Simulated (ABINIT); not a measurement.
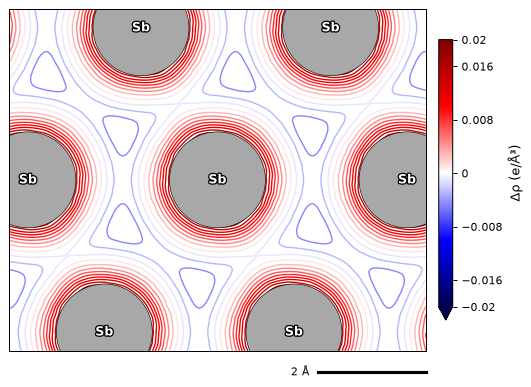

Sb. Difference of the valence pseudo-densities of two functionals at the same geometry, on the (101̄) plane of the calculation cell: one of BLYP and PBE less the other.

Space group I4/mmm; a structure from a database of computed crystals, not necessarily the ambient phase.

Both computed with ABINIT (plane waves, PAW), on the same k-point mesh. Grey discs cover the atomic cores.

```
Sb
1.0
    -1.57654    1.57654    2.71194
     1.57654   -1.57654    2.71194
     1.57654    1.57654   -2.71194
Sb
1
Direct
  0.00000 0.00000 0.00000
```

### Which was subtracted from which, and what does the map show?

It is BLYP less PBE. Against PBE, BLYP gives more density around Sb (+0.010 e/Å³ on average at 1.0 Å from the nucleus) and less density in the space between the atoms (−0.004 e/Å³ on average).
